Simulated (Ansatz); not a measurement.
The compound is SnSe2 (space group P-3m1, No. 164), taken as the end point of a relaxation with DFT PBEsol, scalar-relativistic, plane waves, PAW in Ansatz 0.2.0.

```yaml
crystal:
  lattice:
    - [3.81931, 0.00000, 0.00000]
    - [-1.90965, 3.30762, 0.00000]
    - [0.00000, 0.00000, 6.14583]
  atoms:
    - { symbol: Sn, position: [0.00000, 0.00000, 0.00000] }
    - { symbol: Se, position: [0.33333, 0.66667, 0.25800] }
    - { symbol: Se, position: [0.66667, 0.33333, 0.74200] }
```

Describe how the polyhedra about Sn are linked (bonds: Se–Sn below 3.1 Å).

Sn: SnSe6 octahedron, sharing edges with six neighbours.

They form layers of edge-sharing octahedra parallel to (001).

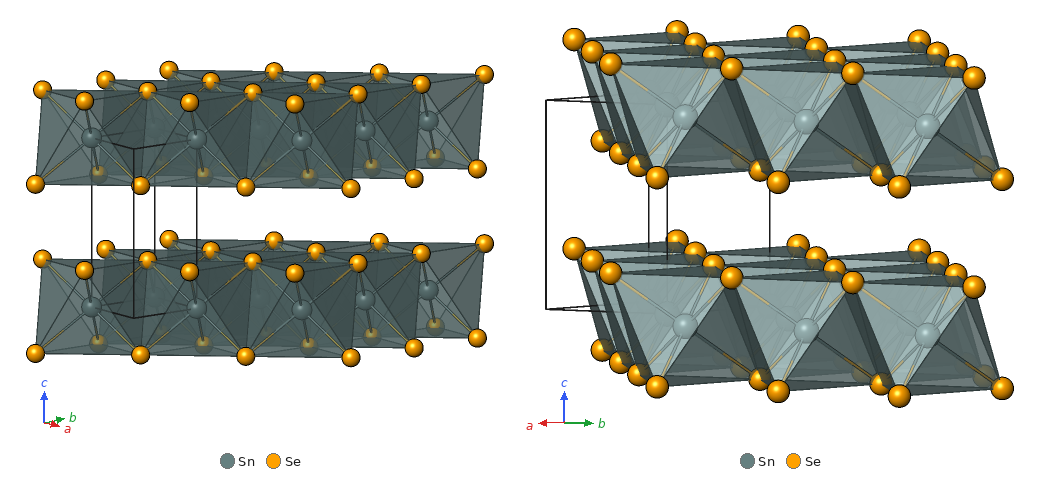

Polyhedra are drawn about Sn (bonds: Se–Sn below 3.1 Å); other atoms are plain spheres. Two views of the same piece.
